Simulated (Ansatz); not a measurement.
Li

```xyz
1
Lattice="2.7323 0.0000 0.0000 0.0000 2.7323 0.0000 0.0000 0.0000 2.7323" Properties=species:S:1:pos:R:3 pbc="T T T"
Li    1.3661    1.3661    1.3661
```

Space group Pm-3m; a structure generated by program, which may or may not match a known phase; computed without spin polarisation.

Level of theory: Ansatz, DFT PBE, scalar-relativistic, plane waves, PAW.

Core electrons are frozen (PAW), and the valence fields are smoothed inside the atomic spheres.

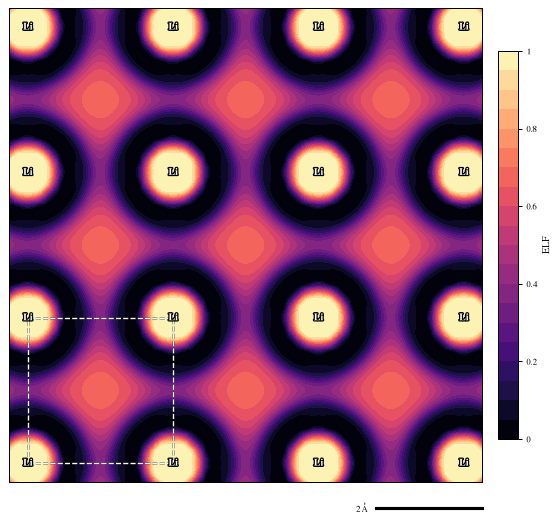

Figure 1. ELF on the (100) plane of the conventional cell.

> Read the bonding off the picture.

The plane passes through Li nuclei.
Li–Li (2.73 Å): the ELF is about 0.40 at the midpoint.
The features right at Li lie inside the PAW spheres, where the map follows smoothed inner orbitals and isn't to be read closely.

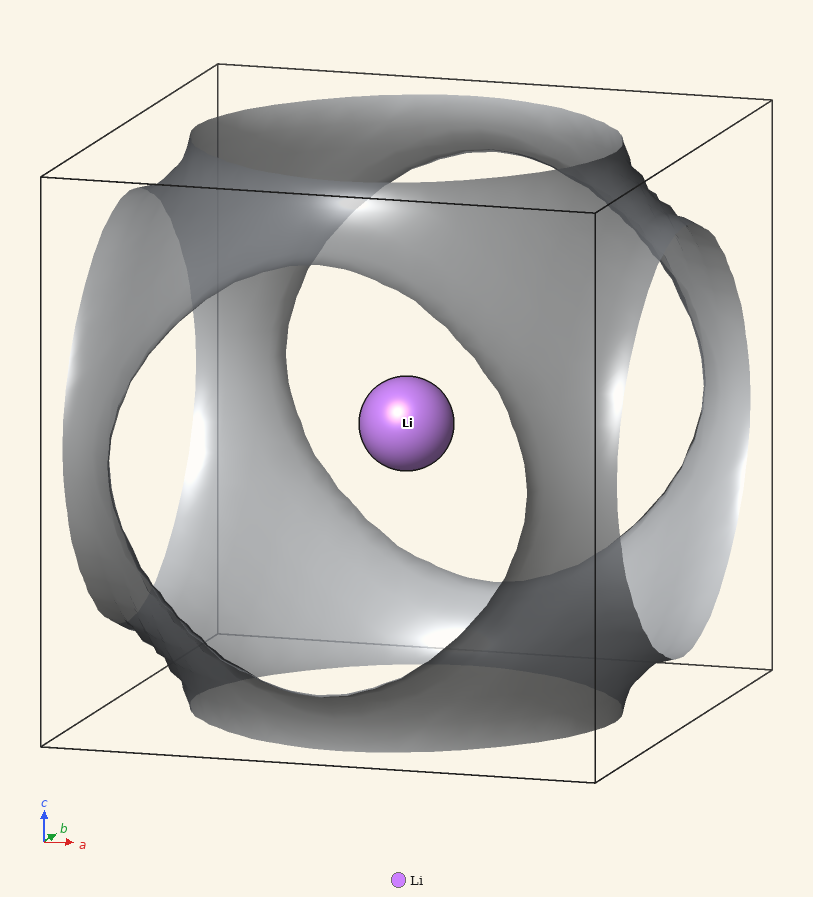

Figure 2. Isosurface of the electron localisation function at 0.65 (grey), seen slightly off an axis. Only the valence region is drawn (cores and ρ < 0.01 e/Å³ removed).

> Identify the bonds, lone pairs and shells in this picture.

The ELF exceeds this value in one network that runs through the whole crystal, counted in one cell of 1 atoms. Regions shared between cells count once. There are no localised bonds or lone pairs at this value.

> Metal or insulator at this level of theory?

It is metallic or semimetallic at this level of theory: no gap opens.
